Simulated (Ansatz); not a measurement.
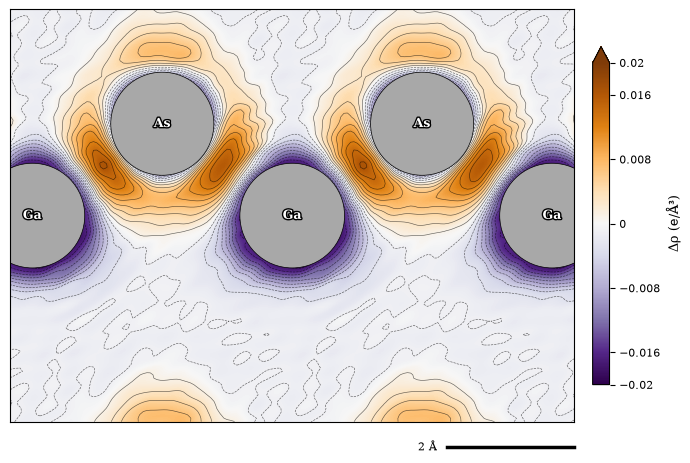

GaAs. Difference of the valence pseudo-densities of two functionals at the same geometry, on the (011̄) plane of the calculation cell: r2SCAN less LDA.

Both computed with Ansatz (plane waves, PAW), on the same k-point mesh. Grey discs cover the atomic cores.

Where does the change of functional move the electrons?

Answer. Against LDA, r2SCAN gives less density around Ga (−0.010 e/Å³ on average at 1.0 Å from the nucleus), more density around As (+0.004 e/Å³ on average at 1.0 Å from the nucleus) and a change of +0.014 e/Å³ at the midpoint of Ga–As.
